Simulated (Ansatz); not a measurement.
# AlP: single-point calculation

- system: AlP (slab, 10 atoms in the cell)
- method: DFT PBE, scalar-relativistic, plane waves, PAW, no spin polarisation (Ansatz 0.2.0)

The structure derives from an entry of the Crystallography Open Database. It belongs to a series of runs on one base structure; here: (1 0 0) slab cut from the bulk. Figures and captions count atoms from 1; the log counts them from 0 in places.

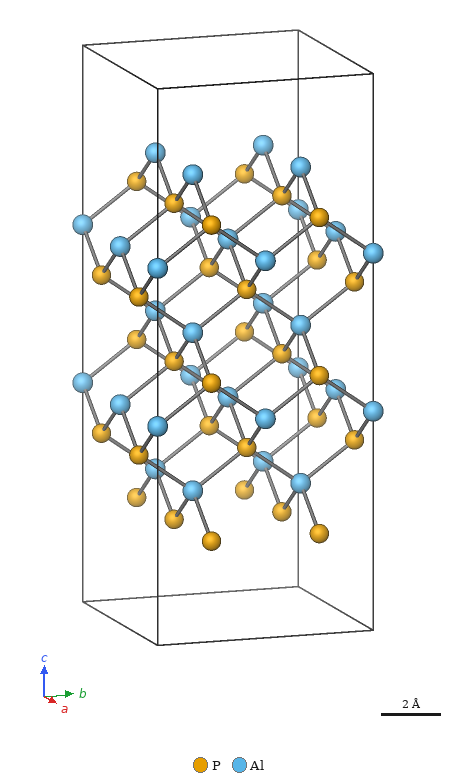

Figure 1. The input geometry (ball-and-stick view of the 2 × 2 repeat of the cell, with the vacuum cut short, seen slightly off an axis). An atom can appear more than once, as a periodic image. Near neighbours in the periodic cell (some may lie outside the picture): P has 2 Al at 2.38 Å; Al has 4 P at 2.38 Å; P has 4 Al at 2.38 Å; Al has 2 P at 2.38 Å.

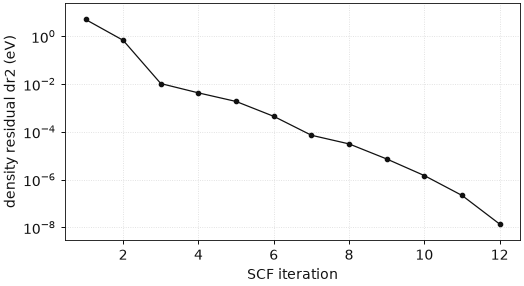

Figure 2. Convergence of the self-consistent field: density residual dr2 against the SCF iteration. The residual falls at every step.

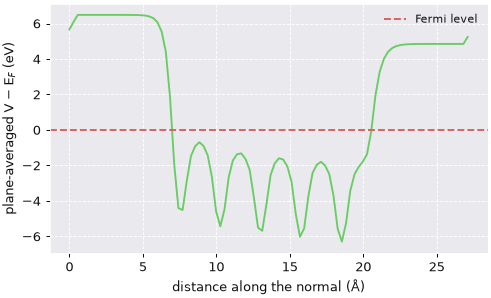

Figure 3. Plane average of the electrostatic potential energy of an electron across the cell, from the Fermi level. The vacuum level lies 4.85 eV above the Fermi level on the upper side and 6.49 eV on the lower.

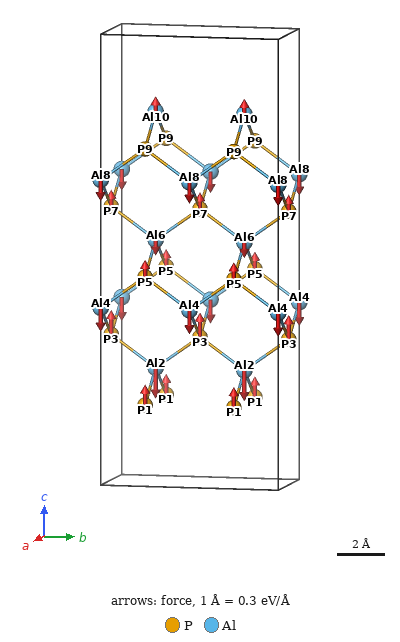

Figure 4. Forces on the atoms as red arrows (ball-and-stick view of the 1 × 2 repeat of the cell, with the vacuum cut short, seen slightly off an axis; atoms are numbered from 1 in the order of the input); the smallest are left out. The largest act on Al2 (0.40 eV/Å); P3 (0.32 eV/Å); Al4 (0.31 eV/Å); Al8 (0.28 eV/Å), among others. The geometry is not a stationary point of this energy.

These pictures come from the run below.

**Input**
```yaml
crystal:
  lattice:
    - [3.8938964222, 0.0, 0.0]
    - [0.0, 3.8938964222, 0.0]
    - [0.0, 0.0, 27.3903025442]
  atoms:
    - { symbol: P, position: [0.0, 0.5, 0.2738195384] }
    - { symbol: Al, position: [0.5, 0.5, 0.3240818632] }
    - { symbol: P, position: [0.5, 0.0, 0.374344188] }
    - { symbol: Al, position: [0.0, 0.0, 0.4246065128] }
    - { symbol: P, position: [0.0, 0.5, 0.4748688376] }
    - { symbol: Al, position: [0.5, 0.5, 0.5251311624] }
    - { symbol: P, position: [0.5, 0.0, 0.5753934872] }
    - { symbol: Al, position: [0.0, 0.0, 0.625655812] }
    - { symbol: P, position: [0.0, 0.5, 0.6759181368] }
    - { symbol: Al, position: [0.5, 0.5, 0.7261804616] }
basis:
  ecutwfc: 420
kpoints:
  mp_grid: { grid: [7, 7, 1] }
hamiltonian:
  xc: pbe
scf:
  occupations: { method: gaussian, width: 0.05 }
output:
  forces: true
  stress: true
  eigenvalues: true
efield:
  axis: 3
  dipole_correction: true
  ramp_width: 0.04
```

Launch command:
```bash
ansatz run input.yaml --threads 1 --pin off --max-ram 2560MiB --backend cpu --events-out ev --progress --plain --runs-dir out
```

**What the program printed**
```
Engine: ansatz 0.2.0, x86_64-unknown-linux-gnu
Pseudopotentials: kind: paw
Pseudopotential: P, paw, valence charge 5, recommended cutoff 420 eV (normal), P.paw.azcp
Pseudopotential: Al, paw, valence charge 3, recommended cutoff 420 eV (normal), Al.paw.azcp
Functional definition: PBE
  parameter kappa = 0.804
  parameter beta = 0.06672455060314922
  exchange = pbe_x(kappa = kappa, mu = beta*pi^2/3)
  correlation = pbe_c(beta = beta)
Crystal: 10 atoms, lattice volume = 415.304 Å³
Basis set: ecut = 420 eV, 8219 PW (Γ), exchange–correlation on 54×54×384 points (8 copies of the dense FFT grid, shifted against one another)
Bands: 30, of which v1, the nominal top of the filled ones, is band 20 counted from 1 (19 counted from 0)
Symmetry: 4 space group operations
Space group: Pmm2 (ITA 25), of the structure as read, at distance tolerance 7.5e-5 Å
k-points: 16 of 49
Non-local potential: P, projectors of the file, l = 0: 2, l = 1: 2, l = 2: 2
Non-local potential: Al, projectors of the file, l = 0: 2, l = 1: 2, l = 2: 1
PAW form: soft (Blöchl's): semilocal exchange-correlation on the pseudo side does not see the compensation charge
PAW one-centre angular grid: P, 110 points (default); XC on 64 Gauss nodes
PAW one-centre angular grid: Al, 110 points (default); XC on 64 Gauss nodes
Initial density: superposition of atomic densities (neutral atoms: chi_scale 0, normalization atom), corrected by the library's trained network
Initial wavefunctions: pseudopotential atomic-orbital guess
Functional: x = pbe(κ = 0.804, μ = 0.2195149727645171), c = pbe(β = 0.06672455060314922)
SCF iter   1: F=—  HF=-6467.765558 eV  |F-HF|=—  |Δ(HF+E_count)|=         —  Δρ=4.89e-3  dr2=5.15e0  ethr=1.77e-3  p=0.129 e·Å  D=5.62e-2 V/Å  ΔV_dip=-1.54 eV  dr2_dipole=4.60e0  V_vac-E_F(+/−)=4.84/6.38 eV  ⟨swp⟩=9.2  Hψ=3266  notcnv=0  defer=27
efield: sawtooth ramp at fractional position 0.9800 (placed from the atoms, in the widest stretch of the axis that holds none; the zero of the levels goes with the place), width 0.0400; the density the first Hamiltonian is built on has a dipole p = 0.129 e·Å; the dipole correction subtracts the counter field D = 5.62e-2 V/Å, which shifts the + side's vacuum level by -1.54 eV against the − side's; the planar-averaged density in the ramp window peaks in size at 4.2e-5 e/Å³
preconditioner: auto → LDOS  [metal: Δε(μ)=0.056 eV  Ē_g=7.713 eV  σ=0.050 eV  W_gap=0.48  n_scr=44 (ndim 8)  ℏωp=11.5 eV  f_vac=0.408  D(μ)=6.98/eV (n_scr^D=34)  β→1.0]
SCF iter   2: F=—  HF=-6467.709292 eV  |F-HF|=—  |Δ(HF+E_count)|=   5.63e-2  Δρ=2.12e-3  dr2=6.86e-1  ethr=1.77e-3  p=0.143 e·Å  D=6.23e-2 V/Å  ΔV_dip=-1.71 eV  dr2_dipole=5.75e-1  V_vac-E_F(+/−)=4.80/6.50 eV  ⟨swp⟩=1.1  Hψ=610  notcnv=0  defer=34
SCF iter   3: F=—  HF=-6467.695714 eV  |F-HF|=—  |Δ(HF+E_count)|=   1.36e-2  Δρ=6.34e-4  dr2=1.06e-2  ethr=1.72e-3  p=0.137 e·Å  D=5.97e-2 V/Å  ΔV_dip=-1.63 eV  dr2_dipole=1.14e-4  V_vac-E_F(+/−)=4.86/6.50 eV  ⟨swp⟩=1.0  Hψ=420  notcnv=0  defer=36
SCF iter   4: F=—  HF=-6467.695368 eV  |F-HF|=—  |Δ(HF+E_count)|=   3.46e-4  Δρ=3.11e-4  dr2=4.32e-3  ethr=2.66e-5  p=0.137 e·Å  D=5.97e-2 V/Å  ΔV_dip=-1.64 eV  dr2_dipole=1.12e-3  V_vac-E_F(+/−)=4.86/6.50 eV  ⟨swp⟩=2.6  Hψ=667  notcnv=0  defer=60
SCF iter   5: F=—  HF=-6467.695132 eV  |F-HF|=—  |Δ(HF+E_count)|=   2.36e-4  Δρ=2.02e-4  dr2=1.89e-3  ethr=1.08e-5  p=0.137 e·Å  D=5.98e-2 V/Å  ΔV_dip=-1.64 eV  dr2_dipole=1.06e-3  V_vac-E_F(+/−)=4.86/6.50 eV  ⟨swp⟩=2.7  Hψ=620  notcnv=0  defer=60
SCF iter   6: F=—  HF=-6467.695033 eV  |F-HF|=—  |Δ(HF+E_count)|=   9.97e-5  Δρ=9.91e-5  dr2=4.50e-4  ethr=4.73e-6  p=0.137 e·Å  D=5.98e-2 V/Å  ΔV_dip=-1.64 eV  dr2_dipole=1.62e-4  V_vac-E_F(+/−)=4.86/6.50 eV  ⟨swp⟩=1.4  Hψ=502  notcnv=0  defer=60
SCF iter   7: F=—  HF=-6467.695015 eV  |F-HF|=—  |Δ(HF+E_count)|=   1.80e-5  Δρ=4.50e-5  dr2=7.27e-5  ethr=1.13e-6  p=0.137 e·Å  D=5.97e-2 V/Å  ΔV_dip=-1.64 eV  dr2_dipole=3.41e-7  V_vac-E_F(+/−)=4.86/6.49 eV  ⟨swp⟩=1.0  Hψ=431  notcnv=0  defer=60
SCF iter   8: F=—  HF=-6467.694918 eV  |F-HF|=—  |Δ(HF+E_count)|=   9.67e-5  Δρ=2.51e-5  dr2=3.16e-5  ethr=1.82e-7  p=0.137 e·Å  D=5.96e-2 V/Å  ΔV_dip=-1.63 eV  dr2_dipole=2.42e-5  V_vac-E_F(+/−)=4.85/6.49 eV  ⟨swp⟩=2.2  Hψ=697  notcnv=0  defer=60
SCF iter   9: F=—  HF=-6467.694917 eV  |F-HF|=—  |Δ(HF+E_count)|=   1.22e-6  Δρ=1.46e-5  dr2=7.39e-6  ethr=7.89e-8  p=0.137 e·Å  D=5.96e-2 V/Å  ΔV_dip=-1.63 eV  dr2_dipole=4.77e-6  V_vac-E_F(+/−)=4.85/6.49 eV  ⟨swp⟩=1.1  Hψ=421  notcnv=0  defer=60
SCF iter  10: F=—  HF=-6467.694916 eV  |F-HF|=—  |Δ(HF+E_count)|=   5.82e-7  Δρ=6.69e-6  dr2=1.49e-6  ethr=1.85e-8  p=0.137 e·Å  D=5.96e-2 V/Å  ΔV_dip=-1.63 eV  dr2_dipole=1.48e-7  V_vac-E_F(+/−)=4.85/6.49 eV  ⟨swp⟩=2.0  Hψ=505  notcnv=0  defer=60
SCF iter  11: F=—  HF=-6467.694916 eV  |F-HF|=—  |Δ(HF+E_count)|=   1.06e-7  Δρ=2.42e-6  dr2=2.20e-7  ethr=3.71e-9  p=0.137 e·Å  D=5.97e-2 V/Å  ΔV_dip=-1.63 eV  dr2_dipole=3.86e-9  V_vac-E_F(+/−)=4.85/6.49 eV  ⟨swp⟩=2.4  Hψ=606  notcnv=0  defer=60
SCF iter  12: F=-6467.694916 eV  HF=-6467.694916 eV  |F-HF|=1.42e-9  |Δ(HF+E_count)|=   4.45e-9  Δρ=9.72e-7  dr2=1.39e-8  ethr=2.50e-10  p=0.137 e·Å  D=5.97e-2 V/Å  ΔV_dip=-1.63 eV  dr2_dipole=5.22e-9  V_vac-E_F(+/−)=4.85/6.49 eV  ⟨swp⟩=16.1  Hψ=3013  notcnv=0
SCF 1 converged in 12 iterations: F = -6467.694916 eV  dr2 = 1.39e-8
  greatest PAW one-centre occupation: 0.818 electrons in one spin orbital (limit 2), on the P atom at site 0 (counted from 0), in its partial waves of l = 0
SCF converged after 12 iterations
Free energy (F): -6467.694916 eV
Harris-Foulkes:  -6467.694916 eV  (|F-HF|=1.42e-9)
Internal energy: -6467.685291 eV  (E = F + TS)
E sigma→0 (E₀):  -6467.690103 eV
Entropy (-TS):   -0.009625 eV (-0.963 meV/atom)
Fermi energy:    -0.141147 eV
Dipole field:    D = 0.059745 V/Å  (p = 0.137123 e·Å, saw-weighted, corrected)
Work function:   Φ+ = 4.8505 eV   Φ− = 6.4869 eV
Levels:          The Fermi level and band energies are counted from a zero that moves with the ramp; work functions are not
--- Per-component energies (eV) ---
  E_band       = -188.734396
  E_kinetic    = 457.321412
  E_local      = -11134.395303  (includes V_loc(G=0)·N_el)
  E_nonlocal   = 222.667816
  E_hartree    = 5381.147156
  E_xc         = -500.520996
  E_vxc        = -440.728307  (∫ρ·V_xc dr)
  E_paw        = -5183.858410  (= ΣΔE_a)
  E_vpaw       = -56.311131  (= ΣTr[D̂ρ^β])
  E_aug_tail   = 0.000005  (compensation charges beyond the density's cutoff)
  E_efield     = 0.004096  (sawtooth field / dipole correction)
  E_vefield    = 0.419451  (∫n·V_field dr)
  E_ewald      = 4289.948933
  E_smearing   = -0.009625  (= −TS)
  E_closure    = -0.000000  (closes the sum)
  Σ components = -6467.694916   (vs F -6467.694916, Δ=0.00e0)
--- Forces (eV/Å), atoms counted from 1 ---
  atom   1  P      0.00000000     0.00000000     0.26589220
  atom   2  Al     0.00000000     0.00000000    -0.40085296
  atom   3  P      0.00000000     0.00000000     0.31619006
  atom   4  Al     0.00000000     0.00000000    -0.31051380
  atom   5  P      0.00000000     0.00000000     0.22394265
  atom   6  Al     0.00000000     0.00000000    -0.20604877
  atom   7  P      0.00000000     0.00000000     0.21673243
  atom   8  Al     0.00000000     0.00000000    -0.27891127
  atom   9  P      0.00000000     0.00000000    -0.02738569
  atom  10  Al     0.00000000     0.00000000     0.20094182
  max |Σ_I F_I| component: 1.34e-5 eV/Å
--- Stress (GPa, compression-positive) ---
       -0.272540       0.000000       0.000000
        0.000000      -0.998218       0.000000
        0.000000       0.000000       0.054562
  P = ⅓ Tr σ = -0.4054 GPa (-4.054 kbar)
--- Band table (eV; the first three rows and the last of 16) ---
  k-point 0: bands = ["-12.0135", "-11.4731", "-10.8763", "-10.2063", "-9.0944", "-5.7601", "-4.6749", "-3.4043", "-2.7212", "-2.7197", "-2.2073", "-2.1905", "-2.0266", "-1.6657", "-1.6059", "-1.0844", "-0.9524", "-0.5528", "-0.2611", "-0.1444", "0.9382", "1.0973", "1.6166", "2.0900", "2.2097", "2.7991", "2.9338", "3.3768", "3.6067", "3.6375"]
  k-point 1: bands = ["-11.8754", "-11.3470", "-10.7753", "-10.1449", "-9.0743", "-5.6603", "-4.7868", "-3.8943", "-3.2488", "-2.8995", "-2.6086", "-2.4417", "-2.1113", "-1.9360", "-1.5986", "-1.3889", "-1.0579", "-0.3027", "-0.2635", "-0.1968", "0.5041", "1.4534", "2.0523", "2.7076", "2.7726", "2.8734", "3.2558", "3.6247", "3.7403", "4.0420"]
  k-point 2: bands = ["-11.4894", "-11.0093", "-10.5355", "-10.0409", "-9.0670", "-5.6305", "-5.2721", "-4.7064", "-4.2819", "-3.5368", "-3.2773", "-2.3041", "-2.1755", "-1.8641", "-1.7734", "-1.4530", "-1.0278", "-0.4389", "-0.2943", "-0.2389", "0.0275", "1.3772", "2.1268", "2.5647", "2.9487", "3.2019", "3.6033", "4.3571", "4.4787", "4.6330"]
  k-point 15: bands = ["-10.2562", "-10.0014", "-9.7526", "-9.4365", "-8.4149", "-5.9263", "-5.6636", "-5.3511", "-5.2347", "-4.8132", "-3.8162", "-3.6297", "-3.1773", "-3.0719", "-2.9347", "-2.7923", "-2.4865", "-2.1720", "-0.7420", "-0.6093", "-0.1941", "0.2224", "1.6570", "1.9825", "2.5062", "2.6605", "3.1993", "3.5177", "4.0090", "4.2175"]
```

**Summary**

```csv
quantity,value
outcome,converged
electrons treated,40
free energy,−6467.6949 eV
"work function, top face",4.85 eV
"work function, bottom face",6.49 eV
Fermi energy,−0.141 eV
gap on the k-point mesh,none (metallic)
work function (upper face),4.85 eV
largest force (length of the vector),0.401 eV/Å
hardware,"1 thread of Intel Xeon @ 2.50GHz (Skylake/Cascade Lake), 189 GiB of memory available, shared host"
wall time,45 s
peak memory,0.55 GiB
```
